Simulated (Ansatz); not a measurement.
## Geometry relaxation of AlNi (part 3 of 3)

The same run, continued: AlNi (slab, 8 atoms in the cell); DFT r2SCAN, scalar-relativistic, plane waves, PAW, no spin polarisation (Ansatz 0.2.0); cutoff 500 eV, 10×7×1 k-mesh, Gaussian smearing of 0.1 eV. The structure derives from an entry of the Crystallography Open Database. The input holds or restrains some coordinates. Forces given for the steps count only the free coordinates.

Geometry of the input (Å; fractional positions):
```
2.8632  0.0000  0.0000
0.0000  4.0491  0.0000
0.0000  0.0000  23.0737
Al 0.0000  0.5000  0.3684
Ni 0.5000  0.0000  0.3684
Al 0.0000  0.0000  0.4561
Ni 0.5000  0.5000  0.4561
Al 0.0000  0.5000  0.5439
Ni 0.5000  0.0000  0.5439
Al 0.0000  0.0000  0.6316
Ni 0.5000  0.5000  0.6316
```

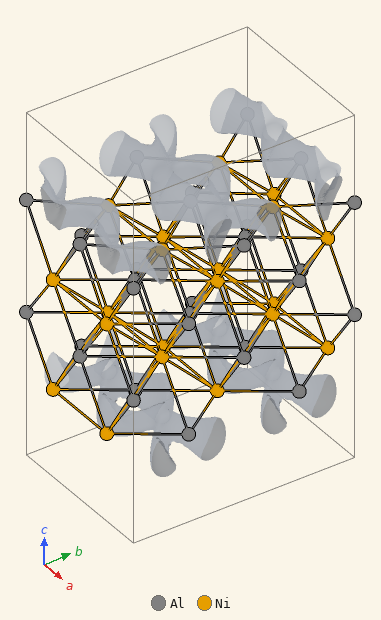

Isosurface of the ELF at 0.6 (grey), seen at an oblique angle. Only the valence region is drawn (cores and ρ < 0.01 e/Å³ removed). Sticks mark near contacts. The ELF exceeds this value in channels that run through the cell in one direction, counted in one cell of 8 atoms. Along the contacts the grid gives the following. Al–Ni (2.38 Å): the ELF is about 0.40 at the midpoint (nearly free electrons, as in a simple metal). Ni–Ni (2.80 Å): the ELF is about 0.35 at the midpoint, which marks metallic bonding. Core electrons are frozen (PAW), so the fields are smoothed inside the atomic spheres.

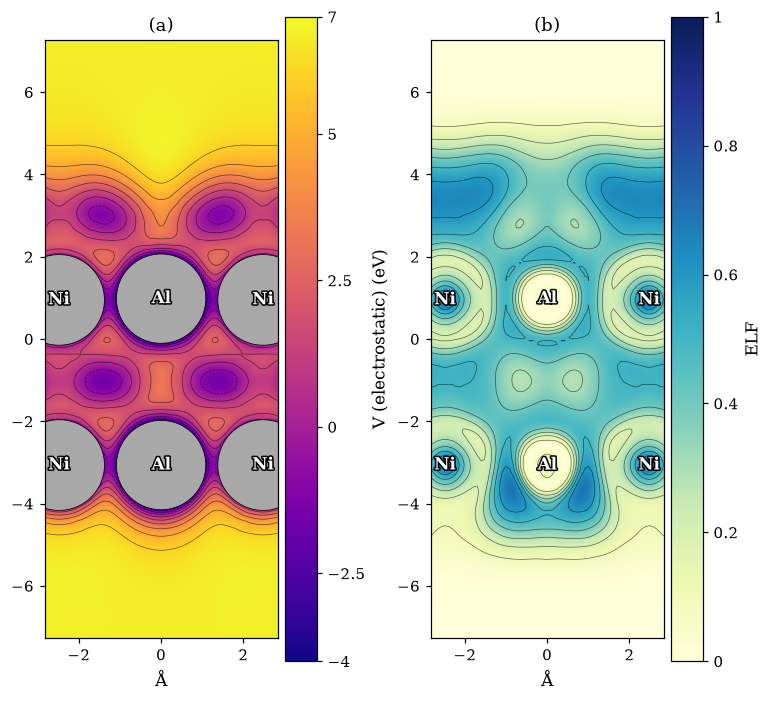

(a) electrostatic potential energy of an electron; (b) electron localisation function on the (11̄0) plane of the calculation cell, a cut from vacuum to vacuum. Grey discs, where drawn, cover atomic cores. Al–Ni (2.48 Å): the ELF is about 0.45 at the midpoint, which marks metallic bonding. The strong features right at Ni lie inside the PAW spheres (semicore, d or f shells) and say nothing about bonding.

Results in brief

| quantity | value |
| --- | --- |
| outcome | converged under the restraints of the input |
| electrons treated | 84 |
| free energy | −25545.5836 eV |
| work function, top face | 4.81 eV |
| work function, bottom face | 4.95 eV |
| Fermi energy | 1.830 eV |
| gap on the k-point mesh | none (metallic) |
| final volume | 267.50 Å³ |
| work function (upper face) | 4.81 eV |
| largest force (length of the vector) at the end, held atoms and coordinates included | 0.772 eV/Å |
| wall time | 4.5 min (CPU time 8.9 min) |
| peak memory | 1.2 GiB |

Remarks

Warnings of the run: the exchange-correlation potential is rough where the density is thin. The run has no spin polarisation, so a magnetic state may lie lower.
